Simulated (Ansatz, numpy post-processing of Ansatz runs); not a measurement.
# Zincblende CdS under biaxial strain normal to [001]: band gap, valence splitting and electron mass with r2SCAN

Stretching the (001) plane of zincblende CdS narrows its gap, and so does squeezing it, though nearly four times more slowly. A plain volume effect would change sign with the strain, so something else must act on both sides. The question matters for films grown on a substrate, whose lattice sets the strain and with it the absorption edge and the character of the holes. I follow the Kohn-Sham gap, the electron mass and the splitting of the valence top from 2 per cent compression to 2 per cent tension, with the [001] axis free to relax. Changes are counted from the unstrained cell of the same functional. One measured gap, from an as-grown film, serves as an outside check.

## Method

CdS (zincblende), space group 216, 2 atoms in the cell, not the usual structure at ambient conditions. The reference is the cell relaxed to zero pressure with this functional (primitive vectors 4.157, 4.157, 4.157 angstrom). An equal strain is imposed in the plane normal to [001], as by a substrate; the length along [001] is adjusted until the stress along it vanishes, and ions are relaxed. Ansatz 0.2.0, plane waves with PAW potentials (set ansatz_paw_generated_soft_1), r2SCAN, scalar-relativistic, without spin-orbit coupling, no spin polarisation, no Hubbard U; cutoff 500 eV, self-consistent k meshes 6x6x6. Band extrema were located on a dense mesh in each cell and refined; masses are central differences at 0.008 and 0.03 1/angstrom. The same in all rows: where the valence-band maximum and the conduction-band minimum lie in the zone: Gamma to Gamma.

- imposed strain (per cent): in-plane strain imposed, positive in tension.
- free strain (per cent): resulting strain along the free axis.
- band gap (eV): fundamental Kohn-Sham gap, conduction-band minimum minus valence-band maximum.
- electron mass (m_e): electron conductivity mass of the lowest valley, in free-electron masses.
- valence splitting (eV): depth of the next valence level below the valence top, at the same point of the zone, listed up to 0.12 eV.

## Numbers

```
member         side         imposed strain (per cent)  free strain (per cent)  band gap (eV)  electron mass (m_e)  valence splitting (eV)
−2.0 per cent  compression  −2.0                       2.90                    1.506          0.152                –
−1.5 per cent  compression  −1.5                       2.20                    1.515          0.152                –
−1.0 per cent  compression  −1.0                       1.48                    1.522          0.152                0.0789
−0.5 per cent  compression  −0.5                       0.74                    1.530          0.152                0.0385
+0.0 per cent  compression  0.0                        0.00                    1.537          0.151                –
+0.0 per cent  tension      0.0                        0.00                    1.537          0.151                –
+0.5 per cent  tension      0.5                        −0.74                   1.506          0.151                0.0367
+1.0 per cent  tension      1.0                        −1.48                   1.477          0.150                0.0716
+1.5 per cent  tension      1.5                        −2.27                   1.449          0.150                0.1061
+2.0 per cent  tension      2.0                        −3.04                   1.422          0.150                –
```

band gap (eV) against imposed strain (per cent):

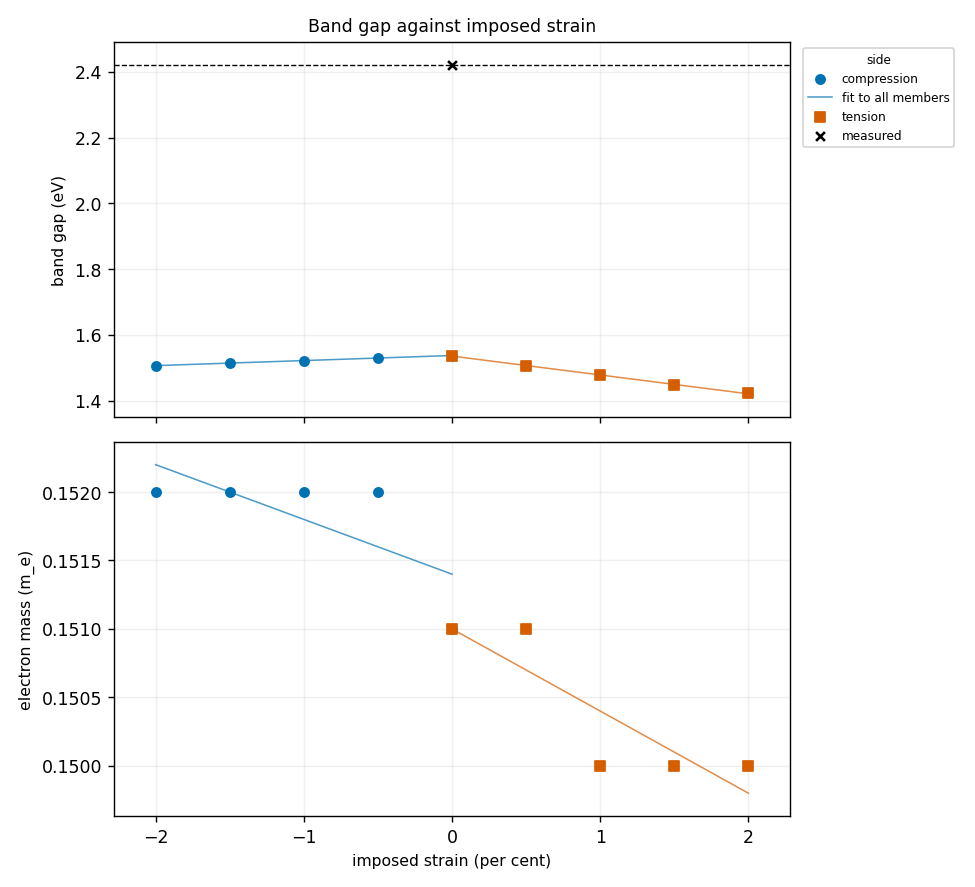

Least-squares fits to the whole series, with x = imposed strain (per cent); R² in the fitted variables, residuals in the unit of y:

```
y                    side         members  fit                        R²    rms residual  leave-one-out rms  standard deviation of y
band gap (eV)        compression  5        y = 1.5374 + 0.015400 x    1.00  4.7×10⁻⁴      9.4×10⁻⁴           0.012
band gap (eV)        tension      5        y = 1.5356 − 0.057400 x    1.00  0.0011        0.0023             0.045
electron mass (m_e)  compression  5        y = 0.1514 − 4.000×10⁻⁴ x  0.50  2.8×10⁻⁴      5.7×10⁻⁴           4.5×10⁻⁴ (fit no better than the mean)
electron mass (m_e)  tension      5        y = 0.1510 − 6.000×10⁻⁴ x  0.75  2.4×10⁻⁴      3.8×10⁻⁴           5.5×10⁻⁴
```

## What drives the series

Both band edges stay at Γ in every row. From the unstrained 1.537 eV the gap falls to 1.422 eV at +2.0 per cent and to 1.506 eV at −2.0 per cent. The electron mass hardly moves, from 0.152 to 0.150 across the whole series.

For a model I split the strain into two parts, both in per cent. The volume part is v = 2 × (imposed strain) + (free strain), and the tetragonal part is t = (imposed strain) − (free strain).

First, I assume that v shifts the conduction edge against the centre of the valence triplet by a·v. Second, the conduction edge is a single s-like level, so t does not move it to first order. Third, t splits the three sulfur p levels into a singlet along [001] and a doublet in the plane, a distance s·|t| apart. The centre of the triplet stays put, so the singlet moves by two thirds of the splitting and the doublet by one third, in opposite directions.

The order of the levels follows from the bonds. Tension tilts them towards the plane, which strengthens the bonding of the in-plane p orbitals and weakens that of the [001] orbital. The singlet therefore rises to the top under tension, and the doublet under compression. With E₀ the unstrained gap,

tension: gap = E₀ + a·v − 2s|t|/3

compression: gap = E₀ + a·v − s|t|/3

The splitting lowers the gap on both sides, twice as strongly under tension. With a negative, the volume term adds to the fall under tension and works against it under compression, which makes the two slopes still more unequal.

For the mass I use 1/m = 1 + P/E, where P is the coupling energy between the edges and E the distance from the conduction edge to the centre of the triplet. An average over directions involves all three p levels, so the mass should follow a·v and not the gap itself.

## The model against the table

I fix the model on the unstrained cell and on +1.0 per cent. The first gives E₀ = 1.537 eV. For the second, v = 2 × 1.0 − 1.48 = 0.52 and t = 1.0 + 1.48 = 2.48, so that

s = 0.0716 / 2.48 = 0.0289 eV per per cent

a = (1.477 − 1.537 + 2 × 0.0716 / 3) / 0.52 = −0.0236 eV per per cent

The value of a rests on a small difference, and a change of 0.001 eV in one gap moves it by about 8 per cent.

At +0.5 per cent, v = 2 × 0.5 − 0.74 = 0.26 and t = 0.5 + 0.74 = 1.24:

1.537 − 0.0236 × 0.26 − 2 × 0.0289 × 1.24 / 3 = 1.507 eV, against 1.506 eV in the table.

At +2.0 per cent, v = 2 × 2.0 − 3.04 = 0.96 and t = 2.0 + 3.04 = 5.04:

1.537 − 0.0236 × 0.96 − 2 × 0.0289 × 5.04 / 3 = 1.417 eV, against 1.422 eV.

At −1.0 per cent, v = −0.52 and t = −2.48:

1.537 + 0.0236 × 0.52 − 0.0289 × 2.48 / 3 = 1.525 eV, against 1.522 eV.

At −2.0 per cent, v = −2 × 2.0 + 2.90 = −1.10 and t = −2.0 − 2.90 = −4.90:

1.537 + 0.0236 × 1.10 − 0.0289 × 4.90 / 3 = 1.516 eV, against 1.506 eV.

The other three rows follow in the same way.

At −0.5 per cent, with v and t opposite to those at +0.5:

1.537 + 0.0236 × 0.26 − 0.0289 × 1.24 / 3 = 1.531 eV, against 1.530 eV.

At −1.5 per cent, v = −2 × 1.5 + 2.20 = −0.80 and t = −1.5 − 2.20 = −3.70:

1.537 + 0.0236 × 0.80 − 0.0289 × 3.70 / 3 = 1.520 eV, against 1.515 eV.

At +1.5 per cent, v = 2 × 1.5 − 2.27 = 0.73 and t = 1.5 + 2.27 = 3.77:

1.537 − 0.0236 × 0.73 − 2 × 0.0289 × 3.77 / 3 = 1.447 eV, against 1.449 eV.

Over the rows not used to fix the model, the rms miss is 0.003 eV under tension, where the gaps scatter by 0.045 eV about their mean. Under compression it is 0.006 eV against a scatter of 0.012 eV, a much weaker success, although no row on that side was used to set a or s.

## Departures from the trend

Largest departures from the fit to the whole series:

```
member         side         band gap (eV)  fit    computed − fit  in rms residuals
−1.5 per cent  compression  1.515          1.514  +0.001          1.5
+0.0 per cent  tension      1.537          1.536  +0.001          1.3
−2.0 per cent  compression  1.506          1.507  −0.001          1.3
+1.0 per cent  tension      1.477          1.478  −0.001          1.1
```

The computed gap lies below the model under compression, by up to 0.010 eV at −2.0 per cent, and above it at large tension, by 0.005 eV at +2.0 per cent. The assumption that fails is a constant s. Dividing the listed splittings by |t| gives 0.0789 / 2.48 = 0.0318 eV per per cent at −1.0 and 0.1061 / 3.77 = 0.0281 at +1.5. With the listed splittings in place of s|t|, the model gives 1.537 + 0.0236 × 0.52 − 0.0789 / 3 = 1.523 eV and 1.537 − 0.0236 × 0.73 − 2 × 0.1061 / 3 = 1.449 eV for these rows, within 0.001 eV of the table.

So the splitting has a part of second order in the strain. Shorter bonds alone do not explain it: a coupling that falls as the inverse square of bond length would change by under 1 per cent between −1.0 and +1.0, whereas s changes by about a tenth. I leave its origin open.

The gaps alone would also allow the reverse order of singlet and doublet, with a about three times larger, (1.477 − 1.537 + 0.0716 / 3) / 0.52 = −0.0695 eV per per cent. The unstrained cell gives P = (1/0.151 − 1) × 1.537 = 8.64 eV. At −2.0 per cent E would then be 1.537 + 0.0695 × 1.10 = 1.613 eV and the mass 1 / (1 + 8.64 / 1.613) = 0.157, where the table has 0.152. That supports the order taken from the bonds.

## Experiment

```
member         quantity       measured  computed, tension  computed − measured  conditions                                                                 source
+0.0 per cent  band gap (eV)  2.42      1.537              −0.883               optical gap from inflexion point of photoacoustic spectrum, as-grown film  [1]
```

Sources:

[1] "Study of the band--gap shift in CdS films: Influence of thermal annealing in different atmospheres" (1995, arXiv:cond-mat/9501125)

The computed gap of the unstrained cell is 0.883 eV below the measured 2.42 eV, an error of 0.883 / 2.42 = 36 per cent. Most of this is the usual shortfall of a semilocal Kohn-Sham gap. Spin-orbit coupling would lower the computed value by a further 0.02 eV or so, and lattice vibrations would lower it too, so neither helps to close the distance.

The measured number has its own uncertainties. It is the inflexion point of a photoacoustic spectrum, which need not coincide with the fundamental gap. An as-grown film may contain wurtzite as well as zincblende, and it may be strained or fine-grained. Strain of the size treated here moves the gap by about 0.1 eV at most, far too little to account for the error. With no measured gap at a known strain in the table, the trend itself is not compared here.

The electron mass suffers from the same error. Keeping P fixed, P = (1/0.151 − 1) × 1.537 = 8.64 eV, and with the measured gap the mass becomes 1 / (1 + 8.64 / 2.42) = 0.219. I would therefore expect the tabulated masses to be too light by roughly a third, while their near independence of strain should survive.

## Rules of thumb and their limits

Within 2 per cent of strain either way, a volume shift and a split p triplet account for the fall of the gap on both sides, though with a constant s they give only about two thirds of it at −2.0 per cent. The electron mass may be taken as constant to about 1 per cent.

The largest omission is the correction to the semilocal gap, roughly +0.9 eV, against a spread of 1.537 − 1.422 = 0.115 eV in the table. It should shift all rows by a similar amount. Spin-orbit coupling splits the valence top by very roughly 0.07 eV, as much as 1 per cent of strain does. At small strain it mixes the p levels, reduces the splitting of the top to two thirds, and softens the initial slope under tension from about −0.06 to −0.04 eV per per cent.

[Logs are printed without paths, hosts, clocks, repeated set-up lines and the standing remarks that a program may print on its own settings, such as how far it seeks lower states.]

[On method and selection: A blank cell means that the quantity is not defined for the row (degenerate or flat band, gap under 0.12 eV, no such level or valley in the search window, times from unlike processors), was not computed, or did not pass its check. Runs that did not converge, have known faults or may not be shown are not listed, and runs on Ansatz's PAW sets soft_1 and soft_2 are kept to separate tables.]
